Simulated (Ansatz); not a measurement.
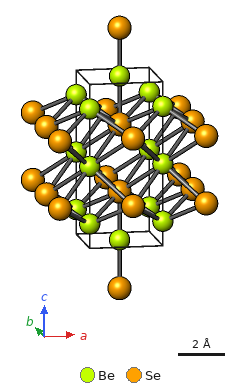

This is the input geometry for a relaxation of a crystal of Be2Se (a generated structure, set up in P4/mmm) (coarse preliminary run). A ball-and-stick model of the cell of the calculation, seen slightly off an axis.

All numbers below come from DFT PBE, scalar-relativistic, plane waves, PAW in Ansatz.

Input file:
```yaml
crystal:
  lattice:
    - [3.2759959903, 0.0, 0.0]
    - [0.0, 3.2759959903, 0.0]
    - [0.0, 0.0, 7.3623612408]
  atoms:
    - { symbol: Be, position: [0.0, 0.0, 0.8503971874] }
    - { symbol: Be, position: [0.0, 0.0, 0.1496028126] }
    - { symbol: Be, position: [0.0, 0.0, 0.5] }
    - { symbol: Be, position: [0.5, 0.5, 0.0] }
    - { symbol: Se, position: [0.5, 0.5, 0.29441787] }
    - { symbol: Se, position: [0.5, 0.5, 0.70558213] }
basis:
  ecutwfc: 420
kpoints:
  mp_grid: { grid: [6, 6, 4] }
hamiltonian:
  xc: pbe
scf:
  occupations: { method: gaussian, width: 0.1 }
  lower_state_search: "off"
output:
  forces: true
  stress: true
  eigenvalues: true
relax:
  adjacent_minimum: "off"
  f_tol: 0.04
  max_steps: 70
  cell: { stress_tol: 0.4 }
```

Launched with:
```bash
ansatz run input.yaml --threads 1 --pin off --max-ram 2560MiB --backend cpu --events-out ev --progress --plain --runs-dir out
```

> What does the optimiser find from here?

The energy falls by 2.1 meV per atom in 4 accepted moves (6 points after the start). The largest force component goes from 0.078 to 0.024 eV/Å. The pressure goes from 0.00 to −0.13 GPa. The line search rejected the trial step at point 2 of the run. The SCF was repeated once at an unchanged geometry on a basis and grid sized afresh for the cell, which shifted the energy by less than 0.05 meV per atom at most. The largest moves relative to the cell, 0.033 Å, are those of Be1 and Be2. Be2 goes along +c. Largest moves by element: Be 0.033 Å, Se 0.002 Å. The drawn cell changes as follows: a = b 3.276 → 3.326 Å (+1.5 %), c 7.362 → 7.231 Å (−1.8 %); the volume changes by +1.3 %. Among the contacts that change: Be4–Se5 2.168 → 2.127 Å, Be3–Se5 2.767 → 2.784 Å, Be1–Se6 2.550 → 2.561 Å. Among the angles between lasting bonds that change: Se5–Be2–Se5 130.6° → 133.4°, Be2–Se5–Be2 130.6° → 133.4°. The space group stays P4/mmm (No. 123). Cost: 17 s on 1 thread of AMD EPYC 7R43 64-Core Processor (Zen 3), on a shared host, peak memory 0.42 GiB.

History of the run:

| step | E − E(0), meV/atom | largest force component, eV/Å | pressure, GPa | volume, Å³/atom | note |
| --- | --- | --- | --- | --- | --- |
| 0 | 0.00 | 0.0784 | 0.00 | 13.169 |  |
| 1 | -0.83 | 0.1291 | -0.05 | 13.218 |  |
| 2 | 27.37 | 1.1819 | 2.25 | 13.592 | rejected |
| 3 | -1.69 | 0.0388 | -0.34 | 13.326 |  |
| 4 | -1.98 | 0.0764 | 0.29 | 13.273 |  |
| 5 | -2.05 | 0.0236 | -0.13 | 13.334 |  |
| 6 | -2.07 | 0.0236 | -0.13 | 13.334 | same geometry, new basis |

Final geometry:

```
Be Se
1.0
     3.32635    0.00000    0.00000
     0.00000    3.32635    0.00000
     0.00000    0.00000    7.23085
Be Se
4 2
Direct
  0.00000 0.00000 0.84586
  0.00000 0.00000 0.15414
  0.00000 0.00000 0.50000
  0.50000 0.50000 0.00000
  0.50000 0.50000 0.29412
  0.50000 0.50000 0.70588
```

After the run, drawn alike:

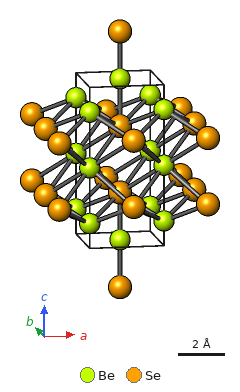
